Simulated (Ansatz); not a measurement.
Ga₂O₃

Input

```
crystal:
  lattice:
    - [2.4923023535, 1.4389314347, 4.4806666158]
    - [-2.4923023535, 1.4389314347, 4.4806666158]
    - [0.0, -2.8778628693, 4.4806666158]
  atoms:
    - { symbol: Ga, position: [0.3572621906, 0.3572621906, 0.3572621906] }
    - { symbol: Ga, position: [0.146457494, 0.146457494, 0.146457494] }
    - { symbol: Ga, position: [0.6427378094, 0.6427378094, 0.6427378094] }
    - { symbol: Ga, position: [0.853542506, 0.853542506, 0.853542506] }
    - { symbol: O, position: [0.5541361323, 0.9468836419, 0.2489625418] }
    - { symbol: O, position: [0.2489625418, 0.5541361323, 0.9468836419] }
    - { symbol: O, position: [0.9468836419, 0.2489625418, 0.5541361323] }
    - { symbol: O, position: [0.4458638677, 0.0531163581, 0.7510374582] }
    - { symbol: O, position: [0.7510374582, 0.4458638677, 0.0531163581] }
    - { symbol: O, position: [0.0531163581, 0.7510374582, 0.4458638677] }
basis:
  ecutwfc: 500
kpoints:
  mp_grid: { grid: [6, 6, 6] }
hamiltonian:
  xc: r2scan
scf:
  occupations: { method: gaussian, width: 0.05 }
output:
  forces: true
  stress: true
  eigenvalues: true
  write_density: true
  write_potential: true
  elf: true
  volumetric_format: npy
```

Launched as:

```sh
ansatz run input.yaml --threads 2 --pin off --max-ram 5120MiB --backend cpu --events-out ev --progress --plain --runs-dir out
```

Below, planes, directions and counts refer to the conventional cell (a = 4.98 Å, b = 4.98 Å, c = 13.44 Å, α = 90.00°, β = 90.00°, γ = 120.00°).

Space group R-3.

These are results of DFT r2SCAN, scalar-relativistic, plane waves, PAW in Ansatz, not measurements.

In a PAW calculation such maps are meaningful between the atoms, not at the nuclei.

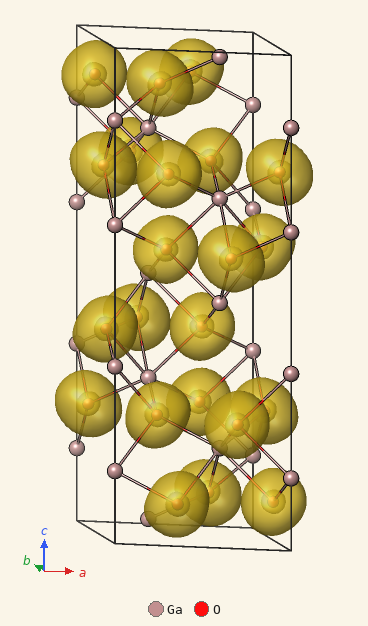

Figure 1. Isosurface of the electron localisation function at 0.65 (yellow), seen slightly off an axis. Core shells and regions of very low density are left out. Sticks mark near contacts.

What do the ELF domains correspond to?

The surface consists of 18 regions wrapped around O (the valence shell of each), counted in one cell of 30 atoms. Regions shared between cells count once. Along the contacts the grid gives the following. Ga–O (1.92 Å): the ELF peaks at about 0.85 in the valence shell of O, 0.6 Å from its nucleus, and is about 0.35 at the midpoint. Ga–O (2.06 Å): the ELF peaks at about 0.85 in the valence shell of O, 0.6 Å from its nucleus, and is about 0.30 at the midpoint; no shared electron pair shows on this line.

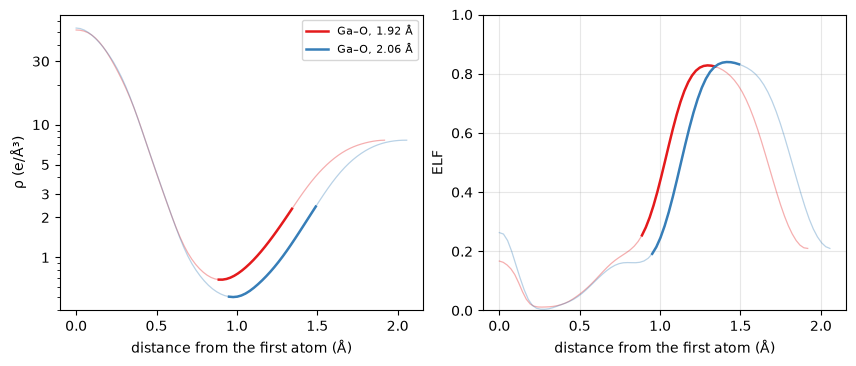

Figure 2. Valence pseudo-density and ELF along straight lines between neighbouring atoms. Thin, pale parts lie inside the atomic spheres.

Compare the contacts.

Ga–O (1.92 Å): the density is about 0.7 e/Å³ at the midpoint; the ELF peaks at about 0.85 in the valence shell of O, 0.6 Å from its nucleus, and is about 0.35 at the midpoint.
Ga–O (2.06 Å): ρ is about 0.52 e/Å³ halfway; the ELF peaks at about 0.85 in the valence shell of O, 0.6 Å from its nucleus, and is about 0.30 at the midpoint; no localised pair shows between them.

Metal or insulator at this level of theory?

It is gapped, with a Kohn–Sham gap of 3.5 eV on the k-point mesh (the band edges may lie off the mesh, which would make the gap smaller).
